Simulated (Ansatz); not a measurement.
## Lu: 5 runs along one coordinate

System: Lu (P6₃/mmc, 2 atoms in the cell).
Method: Kohn-Sham DFT of a periodic cell, PBEsol, all-electron LAPW, scalar-relativistic, no spin polarisation (Ansatz 0.2.0).

The 5 runs differ only in the geometry, by a strain of the cell at fixed fractional positions. Against run 3, the strain is εxx = η and εyy = η. The structure derives from an entry of the Crystallography Open Database.

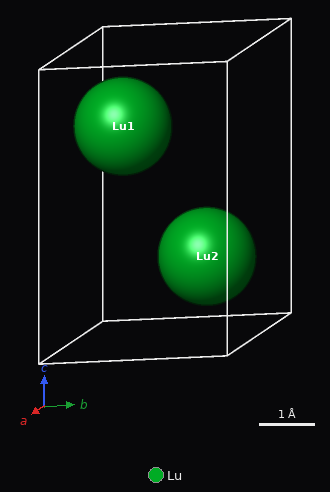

Figure 1. The structure of run 3 (spheres-only view of the cell of the calculation, seen slightly off an axis; atoms are numbered from 1 in the order of the input).

**Input of run 3**
```yaml
crystal:
  lattice:
    - [3.5031, 0.0, 0.0]
    - [-1.75155, 3.033773592, 0.0]
    - [0.0, 0.0, 5.5509]
  atoms:
    - { symbol: Lu, position: [0.6666666667, 0.3333333333, 0.75] }
    - { symbol: Lu, position: [0.3333333333, 0.6666666667, 0.25] }
kpoints:
  mp_grid: { grid: [9, 9, 5] }
scf:
  occupations: { method: fermi_dirac, width: 0.05 }
hamiltonian:
  xc: pbesol
  pseudopotentials: { kind: all_electron, lapw: { basis_error: 0.001 } }
output:
  forces: true
  stress: true
  eigenvalues: true
```

Command:
```bash
ansatz run input.yaml --threads 1 --pin off --max-ram 3072MiB --backend cpu --events-out ev --progress --plain --runs-dir out
```

Lattice vectors (Å) and fractional positions of run 3:
```
   3.503100    0.000000    0.000000
  -1.751550    3.033774    0.000000
   0.000000    0.000000    5.550900
Lu  0.666667  0.333333  0.750000
Lu  0.333333  0.666667  0.250000
```

Run 4 differs from it as follows:
```diff
-    - [3.5031, 0.0, 0.0]
-    - [-1.75155, 3.033773592, 0.0]
+    - [3.573162, 0.0, 0.0]
+    - [-1.786581, 3.0944490638, 0.0]
```

**Results, with one run withheld**

```tsv
run	strain parameter η (%)	free energy per atom, from the lowest run given (meV)	pressure (GPa)
1	−4.0000	5.86	0.71
2	−2.0000	0.00	−1.29
3	0.0000	11.58	−3.03
4	2.0000	?	?
5	4.0000	79.80	−5.72
```

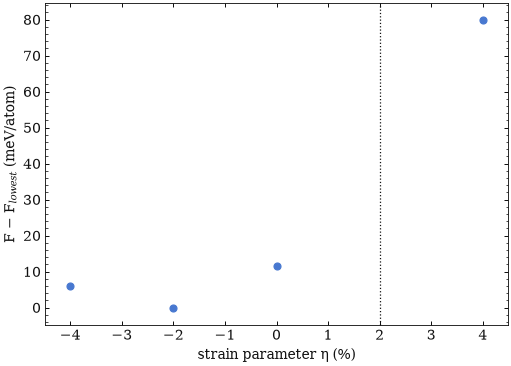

Figure 2. Free energy per atom of the runs given; the dotted line marks run 4.

What should run 4 give?

A quadratic polynomial in the coordinate, fitted to the 4 runs given, misses them by at most 0.53 meV per atom. With x = η + 0.5000, it reads F = 7.0397 + 7.3018 x + 1.9737 x² (meV per atom). At run 4 it gives 37.63 meV per atom, and the run itself gives 38.81. The fit has its minimum at η = −2.3498 %. So low a polynomial doesn't follow these energies more closely.

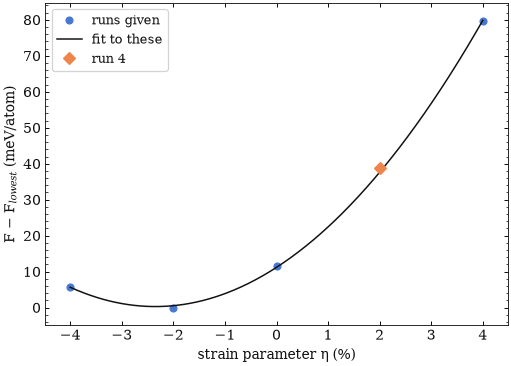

Figure 3. The fit and the withheld run.

**Output, shortened to warnings, some set-up lines, iterations and results (run 4)**
```
Basis set: ecut = 169.38448820151157 eV, 311 PW (Γ), exchange–correlation at level 2
Symmetry: 24 space group operations
k-points: 36 of 405
Initial density: superposition of atomic densities (chi_scale 0.1, normalization cell)
[...]
SCF iter   1: F=—  HF=-792244.328464 eV  |F-HF|=—  |Δ(HF+E_count)|=         —  Δρ=1.22e-2  dr2=9.64e-2  ethr=1.37e-4  ⟨swp⟩=2.9  Hψ=9536  notcnv=0
SCF iter   2: F=—  HF=-792244.246006 eV  |F-HF|=—  |Δ(HF+E_count)|=   8.25e-2  Δρ=7.44e-3  dr2=4.06e-2  ethr=1.37e-4  ⟨swp⟩=2.0  Hψ=4863  notcnv=0
SCF iter   3: F=—  HF=-792244.200005 eV  |F-HF|=—  |Δ(HF+E_count)|=   4.60e-2  Δρ=6.52e-3  dr2=3.23e-2  ethr=5.81e-5  ⟨swp⟩=2.0  Hψ=4674  notcnv=0
SCF iter   4: F=—  HF=-792244.191772 eV  |F-HF|=—  |Δ(HF+E_count)|=   8.23e-3  Δρ=4.08e-3  dr2=1.39e-2  ethr=4.61e-5  ⟨swp⟩=2.0  Hψ=4333  notcnv=0
SCF iter   5: F=—  HF=-792244.190749 eV  |F-HF|=—  |Δ(HF+E_count)|=   1.02e-3  Δρ=1.34e-3  dr2=1.77e-3  ethr=1.99e-5  ⟨swp⟩=2.0  Hψ=4573  notcnv=0
SCF iter   6: F=—  HF=-792244.190835 eV  |F-HF|=—  |Δ(HF+E_count)|=   8.62e-5  Δρ=3.01e-4  dr2=8.48e-5  ethr=1.21e-7  ⟨swp⟩=2.0  Hψ=7800  notcnv=0
SCF iter   7: F=—  HF=-792244.190835 eV  |F-HF|=—  |Δ(HF+E_count)|=   8.38e-8  Δρ=8.01e-5  dr2=5.72e-6  ethr=1.21e-7  ⟨swp⟩=2.0  Hψ=4681  notcnv=0
SCF iter   8: F=—  HF=-792244.190835 eV  |F-HF|=—  |Δ(HF+E_count)|=   6.27e-7  Δρ=1.62e-5  dr2=2.24e-7  ethr=8.17e-9  ⟨swp⟩=2.0  Hψ=4681  notcnv=0
SCF iter   9: F=-792244.190835 eV  HF=-792244.190835 eV  |F-HF|=6.40e-9  |Δ(HF+E_count)|=   2.25e-8  Δρ=4.57e-6  dr2=1.91e-8  ethr=3.20e-10  ⟨swp⟩=2.0  Hψ=4681  notcnv=0
SCF 1 converged in 9 iterations: F = -792244.190835 eV  dr2 = 1.91e-8
SCF converged after 9 iterations
Free energy (F): -792244.190835 eV
Harris-Foulkes:  -792244.190835 eV  (|F-HF|=6.40e-9)
Internal energy: -792244.159649 eV  (E = F + TS)
E sigma→0 (E₀):  -792244.175242 eV
Entropy (-TS):   -0.031186 eV (-15.593 meV/atom)
Fermi energy:    14.005236 eV
--- Per-component energies (eV) ---
  E_band       = -3455.096955
  E_kinetic    = 878669.269827
  E_xc         = -16172.324778
  E_electrostatic = -1654741.104698  (all electrons and nuclei)
  E_smearing   = -0.031186  (= −TS)
  E_closure    = 0.000000  (closes the sum)
  E_atoms      = -792234.430789  (free atoms, spherical and without spin; not in F)
  Σ components = -792244.190835   (vs F -792244.190835, Δ=0.00e0)
  Basis errors (estimates in eV, not in F): energy 2.1e-4 per atom: plane waves 1.9e-4 (9.7e-5 summed), levels above the bands 2.7e-47, relativity 2.9e-8, radial functions 2.3e-5, core shells 1.6e-8; eigenvalues (radial functions only) 9.6e-7; not estimated: angular momenta, meshes, grids; target …
--- Forces (eV/Å), atoms counted from 1 ---
  atom   1  Lu    -0.00000000     0.00000000     0.00000000
  atom   2  Lu    -0.00000000    -0.00000000     0.00000000
  max |Σ_I F_I| component: 5.55e-17 eV/Å
--- Stress (GPa, compression-positive) ---
       -4.577680      -0.000000       0.000000
       -0.000000      -4.577680       0.000000
        0.000000       0.000000      -4.333134
  P = ⅓ Tr σ = -4.4962 GPa (-44.962 kbar)
```
